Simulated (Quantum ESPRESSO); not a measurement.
## Run report: Au, band-structure run

- system: Au (Cmcm, 2 atoms in the cell)
- method: Kohn-Sham DFT of a periodic cell, PBEsol, GBRV 1.5 PBEsol, no spin polarisation (Quantum ESPRESSO 7.5)

The structure derives from a Materials Project entry.

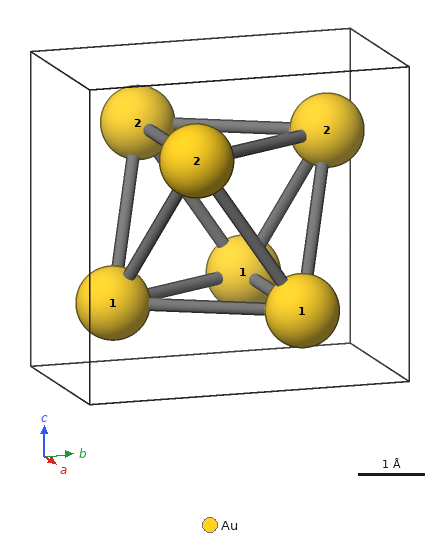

**Figure 1.** The structure as given in the input (ball-and-stick view of the cell 2 times as large as that of the calculation, set on its symmetry axes, seen slightly off an axis; atoms are numbered from 1 in the order of the input). An atom can appear more than once, as a periodic image.

### Input
```
&CONTROL
  calculation = 'scf'
  prefix = 'pwscf'
  outdir = './tmp'
  pseudo_dir = './pseudo'
  tprnfor = .true.
  tstress = .true.
  disk_io = 'low'
/
&SYSTEM
  ibrav = 0
  celldm(1) = 8
  nat = 2
  ntyp = 1
  ecutwfc = 45
  ecutrho = 360
  nbnd = 18
  occupations = 'smearing'
  smearing = 'fd'
  degauss = 0.00367493
/
&ELECTRONS
  conv_thr = 4d-10
  electron_maxstep = 120
  mixing_beta = 0.5
/
ATOMIC_SPECIES
Au   196.9666 au_pbesol_v1.uspp.F.UPF
CELL_PARAMETERS alat
  0.3333736638506  -0.6037516762670   0.0000000000000
  0.3333736638506   0.6037516762670   0.0000000000000
  0.0000000000000   0.0000000000000   1.1558438055302
ATOMIC_POSITIONS crystal
Au     0.3346720300    0.6653279700    0.2500000000
Au     0.6653279700    0.3346720300    0.7500000000
K_POINTS automatic
11 11 6 0 0 0
```

### File bands.in
```
&CONTROL
  calculation = 'bands'
  prefix = 'pwscf'
  outdir = './tmp'
  pseudo_dir = './pseudo'
  disk_io = 'low'
  verbosity = 'high'
/
&SYSTEM
  ibrav = 0
  celldm(1) = 8
  nat = 2
  ntyp = 1
  ecutwfc = 45
  ecutrho = 360
  nbnd = 18
  occupations = 'smearing'
  smearing = 'fd'
  degauss = 0.00367493
/
&ELECTRONS
  conv_thr = 1d-08
  electron_maxstep = 120
  mixing_beta = 0.5
  diago_full_acc = .true.
  startingwfc = 'random'
/
ATOMIC_SPECIES
Au   196.9666 au_pbesol_v1.uspp.F.UPF
CELL_PARAMETERS alat
  0.3333736638506  -0.6037516762670   0.0000000000000
  0.3333736638506   0.6037516762670   0.0000000000000
  0.0000000000000   0.0000000000000   1.1558438055302
ATOMIC_POSITIONS crystal
Au     0.3346720300    0.6653279700    0.2500000000
Au     0.6653279700    0.3346720300    0.7500000000
K_POINTS crystal
60
 0.0000000000  0.0000000000  0.0000000000 1
 0.0466032819  0.0466032819  0.0000000000 1
 0.0932065638  0.0932065638  0.0000000000 1
 0.1398098457  0.1398098457  0.0000000000 1
 0.1864131276  0.1864131276  0.0000000000 1
 0.2330164095  0.2330164095  0.0000000000 1
 0.2796196914  0.2796196914  0.0000000000 1
 0.3262229733  0.3262229733  0.0000000000 1
 0.2174819822  0.3841486489  0.0000000000 1
 0.1087409911  0.4420743244  0.0000000000 1
 0.0000000000  0.5000000000  0.0000000000 1
 0.0000000000  0.5000000000  0.1666666667 1
 0.0000000000  0.5000000000  0.3333333333 1
 0.0000000000  0.5000000000  0.5000000000 1
 0.1087409911  0.4420743244  0.5000000000 1
 0.2174819822  0.3841486489  0.5000000000 1
 0.3262229733  0.3262229733  0.5000000000 1
 0.2854451016  0.2854451016  0.5000000000 1
 0.2446672300  0.2446672300  0.5000000000 1
 0.2038893583  0.2038893583  0.5000000000 1
 0.1631114867  0.1631114867  0.5000000000 1
 0.1223336150  0.1223336150  0.5000000000 1
 0.0815557433  0.0815557433  0.5000000000 1
 0.0407778717  0.0407778717  0.5000000000 1
 0.0000000000  0.0000000000  0.5000000000 1
 0.0000000000  0.0000000000  0.3333333333 1
 0.0000000000  0.0000000000  0.1666666667 1
 0.0000000000  0.0000000000  0.0000000000 1
-0.0714285714  0.0714285714  0.0000000000 1
-0.1428571429  0.1428571429  0.0000000000 1
-0.2142857143  0.2142857143  0.0000000000 1
-0.2857142857  0.2857142857  0.0000000000 1
-0.3571428571  0.3571428571  0.0000000000 1
-0.4285714286  0.4285714286  0.0000000000 1
-0.5000000000  0.5000000000  0.0000000000 1
-0.4565557433  0.5434442567  0.0000000000 1
-0.4131114867  0.5868885133  0.0000000000 1
-0.3696672300  0.6303327700  0.0000000000 1
-0.3262229733  0.6737770267  0.0000000000 1
-0.3262229733  0.6737770267  0.1666666667 1
-0.3262229733  0.6737770267  0.3333333333 1
-0.3262229733  0.6737770267  0.5000000000 1
-0.3609783786  0.6390216214  0.5000000000 1
-0.3957337840  0.6042662160  0.5000000000 1
-0.4304891893  0.5695108107  0.5000000000 1
-0.4652445947  0.5347554053  0.5000000000 1
-0.5000000000  0.5000000000  0.5000000000 1
-0.5000000000  0.5000000000  0.3750000000 1
-0.5000000000  0.5000000000  0.2500000000 1
-0.5000000000  0.5000000000  0.1250000000 1
-0.5000000000  0.5000000000  0.0000000000 1
 0.0000000000  0.0000000000  0.5000000000 1
-0.0625000000  0.0625000000  0.5000000000 1
-0.1250000000  0.1250000000  0.5000000000 1
-0.1875000000  0.1875000000  0.5000000000 1
-0.2500000000  0.2500000000  0.5000000000 1
-0.3125000000  0.3125000000  0.5000000000 1
-0.3750000000  0.3750000000  0.5000000000 1
-0.4375000000  0.4375000000  0.5000000000 1
-0.5000000000  0.5000000000  0.5000000000 1
```

Machine: 2 threads of Arm Neoverse V1, 24 GiB of memory available, shared host.

Launch command:
```bash
OMP_NUM_THREADS=1 mpirun -n 2 pw.x -nk 2 -in pw.in > pw.out
OMP_NUM_THREADS=1 mpirun -n 2 pw.x -nk 2 -in bands.in > bands.out
```

### Output
```
This program is part of the open-source Quantum ESPRESSO suite
     for quantum simulation of materials; please cite
         "P. Giannozzi et al., J. Phys.:Condens. Matter 21 395502 (2009);
         "P. Giannozzi et al., J. Phys.:Condens. Matter 29 465901 (2017);
         "P. Giannozzi et al., J. Chem. Phys. 152 154105 (2020);
          URL
     in publications or presentations arising from this work. More details at

     Message from routine setup:
     using ibrav=0 with symmetry is DISCOURAGED, use correct ibrav instead

     K-points division:     npool     =       2
     Subspace diagonalization in iterative solution of the eigenvalue problem:
     a serial algorithm will be used

     G-vector sticks info
     --------------------
     sticks:   dense  smooth     PW     G-vecs:    dense   smooth      PW
     Sum         741     367    123                27523     9717    1941

     Using Slab Decomposition

     bravais-lattice index     =            0
     lattice parameter (alat)  =       8.0000  a.u.
     unit-cell volume          =     238.2258 (a.u.)^3
     number of atoms/cell      =            2
     number of atomic types    =            1
     number of electrons       =        22.00
     number of Kohn-Sham states=           18
     kinetic-energy cutoff     =      45.0000  Ry
     charge density cutoff     =     360.0000  Ry
     scf convergence threshold =      4.0E-10
     mixing beta               =       0.5000
     number of iterations used =            8  plain     mixing
     Exchange-correlation= SLA  PW   PSX  PSC
                           (   1   4  10   8   0   0   0)

     celldm(1)=   8.000000  celldm(2)=   0.000000  celldm(3)=   0.000000
     celldm(4)=   0.000000  celldm(5)=   0.000000  celldm(6)=   0.000000

     crystal axes: (cart. coord. in units of alat)
               a(1) = (   0.333374  -0.603752   0.000000 )
               a(2) = (   0.333374   0.603752   0.000000 )
               a(3) = (   0.000000   0.000000   1.155844 )

     reciprocal axes: (cart. coord. in units 2 pi/alat)
               b(1) = (  1.499819 -0.828155  0.000000 )
               b(2) = (  1.499819  0.828155 -0.000000 )
               b(3) = ( -0.000000  0.000000  0.865169 )

     PseudoPot. # 1 for Au read from file:
     au_pbesol_v1.uspp.F.UPF
     Pseudo is Ultrasoft + core correction, Zval = 11.0
     Generated by new atomic code, or converted to UPF format
     Using radial grid of  985 points,  7 beta functions with:
                l(1) =   0
                l(2) =   0
                l(3) =   1
                l(4) =   1
                l(5) =   2
                l(6) =   2
                l(7) =   3
     Q(r) pseudized with  6 coefficients,  rinner =    1.900   1.900   1.900
                                                       1.900   1.900   1.900
                                                       1.900

     atomic species   valence    mass     pseudopotential
     Au               11.00   196.96660     Au( 1.00)

      8 Sym. Ops., with inversion, found ( 4 have fractional translation)

   Cartesian axes

     site n.     atom                  positions (alat units)
         1        Au     tau(   1) = (   0.3333737   0.1996341   0.2889610  )
         2        Au     tau(   2) = (   0.3333737  -0.1996341   0.8668829  )

     number of k points=   144  Fermi-Dirac smearing, width (Ry)=  0.0037

     Number of k-points >= 100: set verbosity='high' to print them.

     Dense  grid:    27523 G-vectors     FFT dimensions: (  36,  36,  60)

     Smooth grid:     9717 G-vectors     FFT dimensions: (  24,  24,  40)

     Initial potential from superposition of free atoms

     starting charge      21.9998, renormalised to      22.0000
     Starting wfcs are   18 randomized atomic wfcs

     Self-consistent Calculation

     iteration #  1     ecut=    45.00 Ry     beta= 0.50
     Davidson diagonalization with overlap
     ethr =  1.00E-02,  avg # of iterations =  4.7

     Threshold (ethr) on eigenvalues was too large:
     Diagonalizing with lowered threshold

     Davidson diagonalization with overlap
     ethr =  6.70E-04,  avg # of iterations =  1.1

     total energy              =    -229.45682431 Ry
     estimated scf accuracy    <       0.14893160 Ry

     iteration #  2     ecut=    45.00 Ry     beta= 0.50
     Davidson diagonalization with overlap
     ethr =  6.77E-04,  avg # of iterations =  2.0

     total energy              =    -229.49585251 Ry
     estimated scf accuracy    <       0.01046234 Ry

     iteration #  3     ecut=    45.00 Ry     beta= 0.50
     Davidson diagonalization with overlap
     ethr =  4.76E-05,  avg # of iterations =  2.5

     total energy              =    -229.49726004 Ry
     estimated scf accuracy    <       0.00068512 Ry

     iteration #  4     ecut=    45.00 Ry     beta= 0.50
     Davidson diagonalization with overlap
     ethr =  3.11E-06,  avg # of iterations =  5.4

     total energy              =    -229.49734903 Ry
     estimated scf accuracy    <       0.00010188 Ry

     iteration #  5     ecut=    45.00 Ry     beta= 0.50
     Davidson diagonalization with overlap
     ethr =  4.63E-07,  avg # of iterations =  2.0

     total energy              =    -229.49736696 Ry
     estimated scf accuracy    <       0.00000187 Ry

     iteration #  6     ecut=    45.00 Ry     beta= 0.50
     Davidson diagonalization with overlap
     ethr =  8.50E-09,  avg # of iterations =  4.5

     total energy              =    -229.49736888 Ry
     estimated scf accuracy    <       0.00000003 Ry

     iteration #  7     ecut=    45.00 Ry     beta= 0.50
     Davidson diagonalization with overlap
     ethr =  1.35E-10,  avg # of iterations =  3.5

     total energy              =    -229.49736889 Ry
     estimated scf accuracy    <          5.0E-09 Ry

     iteration #  8     ecut=    45.00 Ry     beta= 0.50
     Davidson diagonalization with overlap
     ethr =  2.27E-11,  avg # of iterations =  3.3

     total energy              =    -229.49736889 Ry
     estimated scf accuracy    <          7.6E-10 Ry

     iteration #  9     ecut=    45.00 Ry     beta= 0.50
     Davidson diagonalization with overlap
     ethr =  3.48E-12,  avg # of iterations =  2.0

     total energy              =    -229.49736889 Ry
     estimated scf accuracy    <          1.2E-09 Ry

     iteration # 10     ecut=    45.00 Ry     beta= 0.50
     Davidson diagonalization with overlap
     ethr =  3.48E-12,  avg # of iterations =  2.0

     End of self-consistent calculation

     Number of k-points >= 100: set verbosity='high' to print the bands.

     the Fermi energy is    14.5681 ev

!    total energy              =    -229.49736889 Ry
     estimated scf accuracy    <          1.3E-11 Ry
     smearing contrib. (-TS)   =      -0.00054821 Ry
     internal energy E=F+TS    =    -229.49682069 Ry

     The total energy is F=E-TS. E is the sum of the following terms:
     one-electron contribution =      18.94753148 Ry
     hartree contribution      =      17.46712134 Ry
     xc contribution           =    -123.90484750 Ry
     ewald contribution        =    -142.00662600 Ry

     convergence has been achieved in  10 iterations

     Forces acting on atoms (cartesian axes, Ry/au):

     atom    1 type  1   force =    -0.00000000   -0.00080521    0.00000000
     atom    2 type  1   force =     0.00000000    0.00080521    0.00000000

     Total force =     0.001139     Total SCF correction =     0.000003

     Computing stress (Cartesian axis) and pressure

          total   stress  (Ry/bohr**3)                   (kbar)     P=      -56.75
  -0.00020745   0.00000000   0.00000000          -30.52        0.00        0.00
  -0.00000000  -0.00048751   0.00000000           -0.00      -71.72        0.00
   0.00000000   0.00000000  -0.00046242            0.00        0.00      -68.02

=------------------------------------------------------------------------------=
   JOB DONE.
=------------------------------------------------------------------------------=
```

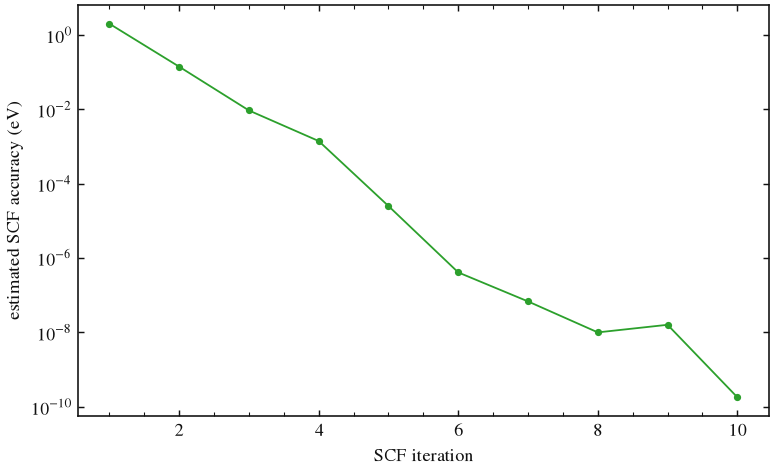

**Figure 2.** Convergence of the self-consistent field: estimated SCF accuracy against the iteration. The field takes 10 iterations in all.

### Results in brief

| quantity | value |
| --- | --- |
| outcome | converged |
| space group (tolerance 0.01 Å) | Cmcm (63) |
| electrons treated | 22 |
| free energy | −3122.4708 eV |
| Fermi energy | 14.568 eV |
| gap on the k-point mesh | none (metallic) |
| pressure | −5.68 GPa |
| largest force (length of the vector) | 0.021 eV/Å |
| wall time | 50 s (CPU time 98 s) |
| peak memory | 0.32 GiB |

Spin–orbit coupling is left out, which matters for Au.
